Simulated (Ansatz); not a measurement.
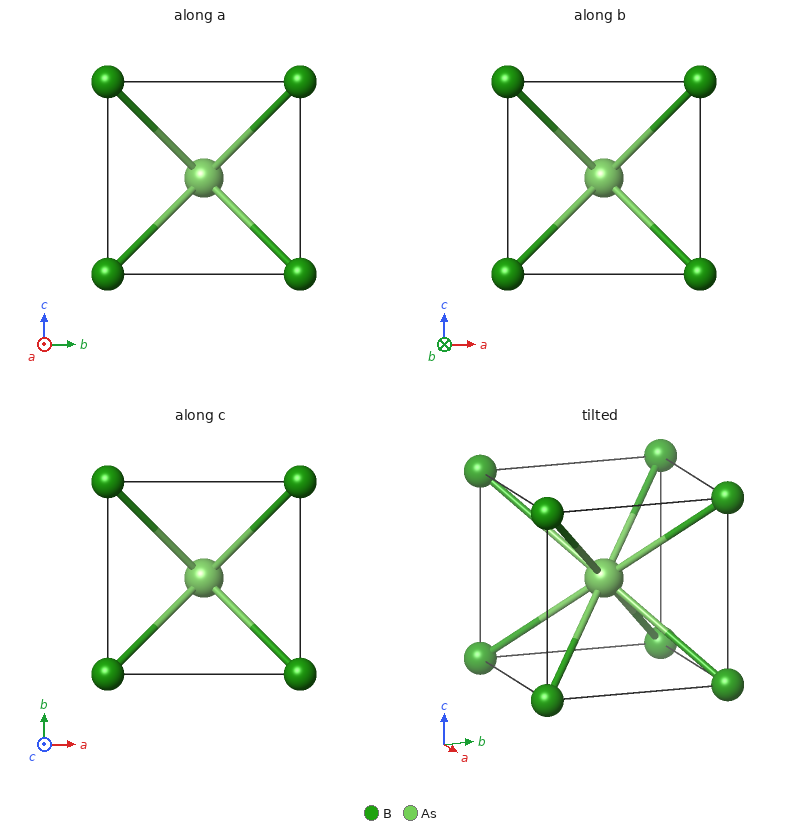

This ball-and-stick model is shown along the a axis, along the b axis, along the c axis and slightly off an axis. Atoms at the boundary of the conventional unit cell (the box) are drawn once for each face, edge or corner they touch.

Lattice parameters: a = 2.918 Å, b = 2.918 Å, c = 2.918 Å, α = 90.00°, β = 90.00°, γ = 90.00°. Put a along x and b in the xy plane.

Transcribe the picture into a POSCAR file.

```
B As
1.0
     2.918    0.000    0.000
     0.000    2.918    0.000
     0.000    0.000    2.918
B As
1 1
Direct
  0.0000 0.0000 0.0000
  0.5000 0.5000 0.5000
```

The cell started as a structure type filled with these elements by a generator (whether the compound takes this form wasn't checked). Earlier steps of the study may have refined or changed the cell and positions. A calculation with Ansatz used it as input.
